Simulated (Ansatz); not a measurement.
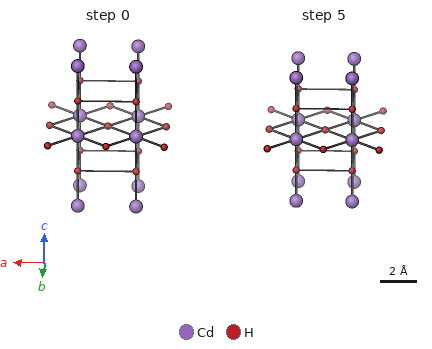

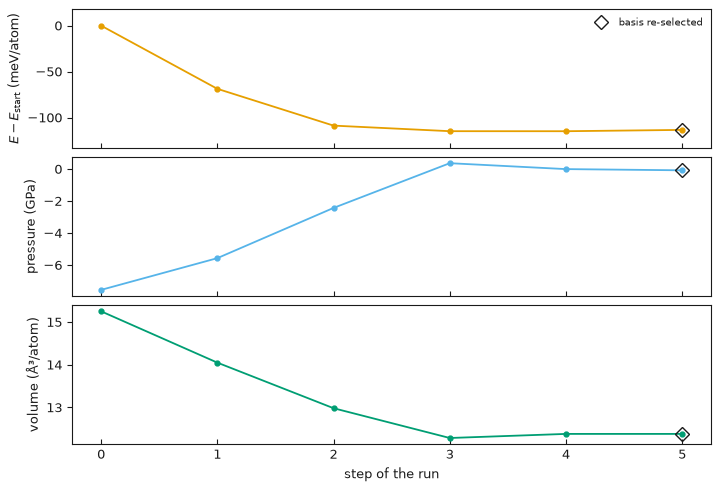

First and last geometry of a relaxation of crystalline CdH$_{2}$ (a generated structure, set up in P4/mmm) (coarse preliminary run), with the history of the run. Style: ball-and-stick. Shown: the cell of the calculation, from a free direction.

Method: DFT PBE, scalar-relativistic, plane waves, PAW in Ansatz.

The input:
```yaml
crystal:
  lattice:
    - [3.29550016, 0.0, 0.0]
    - [0.0, 3.29550016, 0.0]
    - [0.0, 0.0, 4.21289187]
  atoms:
    - { symbol: Cd, position: [0.0, 0.0, 0.5] }
    - { symbol: H, position: [0.5, 0.5, 0.5] }
    - { symbol: H, position: [0.0, 0.0, 0.0] }
basis:
  ecutwfc: 420
kpoints:
  mp_grid: { grid: [6, 6, 4] }
hamiltonian:
  xc: pbe
scf:
  occupations: { method: gaussian, width: 0.1 }
  lower_state_search: "off"
output:
  forces: true
  stress: true
  eigenvalues: true
relax:
  adjacent_minimum: "off"
  f_tol: 0.04
  max_steps: 70
  cell: { stress_tol: 0.4 }
```

Command:
```bash
ansatz run input.yaml --threads 1 --pin off --max-ram 2048MiB --backend cpu --events-out ev --progress --plain --runs-dir out
```

> What do the curves and the structures tell?

It converged. The atoms keep their places relative to the cell (all moves are under 0.005 Å). The volume changes by −18.8 %, with a = b 3.296 → 3.163 Å (−4.0 %), c 4.213 → 3.712 Å (−11.9 %). Some distances before and after: Cd1–H3 2.106 → 1.856 Å, Cd1–H2 2.330 → 2.237 Å. The space group stays P4/mmm (No. 123). The energy falls by 113 meV per atom in 4 accepted moves (5 points after the start). All forces vanish by symmetry, so only the cell relaxes. The pressure goes from −7.55 to −0.08 GPa. At 1 point the geometry stayed and the basis and grid were re-selected for the new cell (energy shift of 1.4 meV per atom at most each time). Cost: 6.3 s on 1 thread of Arm Neoverse V2, with other jobs on the host, peak memory 0.29 GiB.

Limits of the set-up: the k-point mesh is coarse for a cell with partly filled bands.
